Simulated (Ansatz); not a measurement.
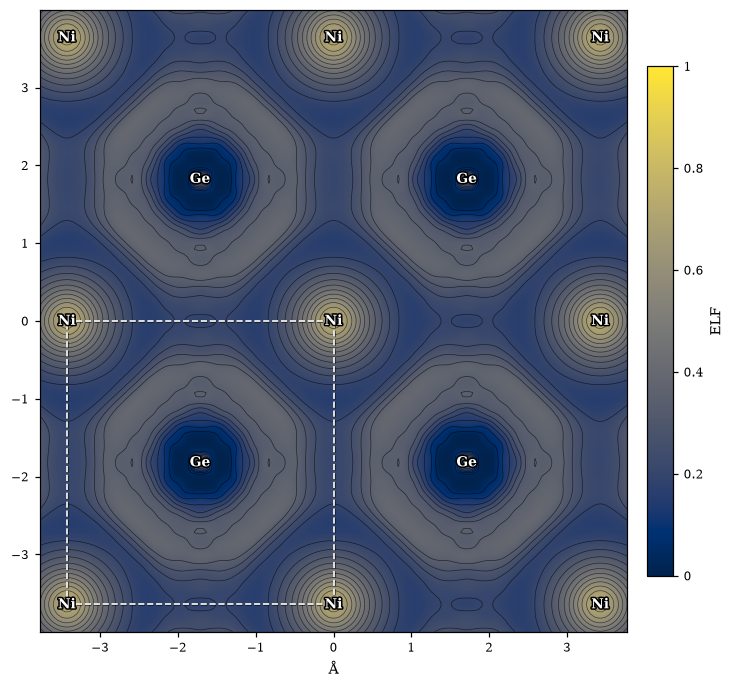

Figure 1: Ni3Ge. Electron localisation function on the (010) plane of the conventional cell.

Space group P4/mmm; a structure from a database of computed crystals, not necessarily the ambient phase; changed on purpose from its base cell (biaxial strain in the a-b plane, c and atoms relaxed: -3.0 %); computed pressure about 7 GPa in this cell; computed without spin polarisation.

These are results of DFT r2SCAN, scalar-relativistic, plane waves, PAW (Ansatz 0.2.0), not measurements.

In a PAW calculation such maps are meaningful between the atoms, not at the nuclei.

Input file:

```
crystal:
  lattice:
    - [3.4266383868, 0.0, 0.0]
    - [0.0, 3.4266383868, 0.0]
    - [0.0, 0.0, 3.5962039977]
  atoms:
    - { symbol: Ni, position: [0.5, 0.0, 0.5] }
    - { symbol: Ni, position: [0.0, 0.5, 0.5] }
    - { symbol: Ni, position: [0.5, 0.5, 0.0] }
    - { symbol: Ge, position: [0.0, 0.0, 0.0] }
basis:
  ecutwfc: 500
kpoints:
  mp_grid: { grid: [14, 14, 14] }
hamiltonian:
  xc: r2scan
scf:
  occupations: { method: gaussian, width: 0.1 }
output:
  forces: true
  stress: true
  eigenvalues: true
  write_density: true
  write_potential: true
  elf: true
  volumetric_format: npy
relax:
  adjacent_minimum: "off"
  f_tol: 0.008
  max_steps: 40
  cell: { stress_tol: 0.015, fix: [a, b, gamma] }
```

Launched as:

```sh
ansatz run input.yaml --threads 1 --pin off --max-ram 2560MiB --backend cpu --events-out ev --progress --plain --runs-dir out
```

Below, planes, directions and counts refer to the conventional cell (a = 3.43 Å, b = 3.43 Å, c = 3.64 Å, α = 90.00°, β = 90.00°, γ = 90.00°).

The fields are those of the run's last geometry, not of the input's.

### Describe what can be read from this map.

- Atoms in the plane: Ni and Ge.
- Ni–Ge (2.50 Å): the ELF is about 0.35 at the midpoint.
- The features right at Ni lie inside the PAW spheres, where the map follows smoothed inner orbitals and isn't to be read closely.

### Does the calculation give a band gap?

It is gapless in this calculation (a metal or semimetal).
